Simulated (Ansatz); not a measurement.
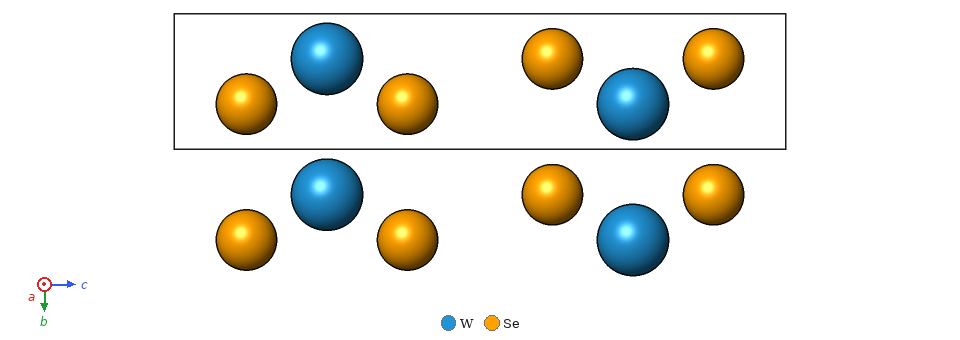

Projection along an edge of the hexagonal mesh, stacking direction c to the right. Every atom sits on one of the three columns of the mesh; call them A, B, C in the order in which they first turn up. The sequence starts with the first layer at or above the cell's origin.

The compound is WSe₂ (space group P6_3/mmc, No. 194), taken as the input geometry of an electronic-structure calculation (not necessarily at equilibrium).

Q: List the layers of one repeat.

A: Se(A) – W(B) – Se(A) – Se(B) – W(A) – Se(B) (six layers in 12.79 Å).

Q: How are the Se layers alone stacked?

A: Se layers alone: AABB, a sequence in which some neighbouring layers lie directly above each other.

Q: Which positions between or in the Se layers do the other atoms fill?

A: W: two trigonal-prismatic sites in each hexagonal cell. Two of the four gaps between Se layers are empty, 3.03 Å wide.

Q: What short polytype symbol fits?

A: Polytype symbol 2H, the symbol of a layered MX2 polytype (number of slabs in the repeat and lattice).
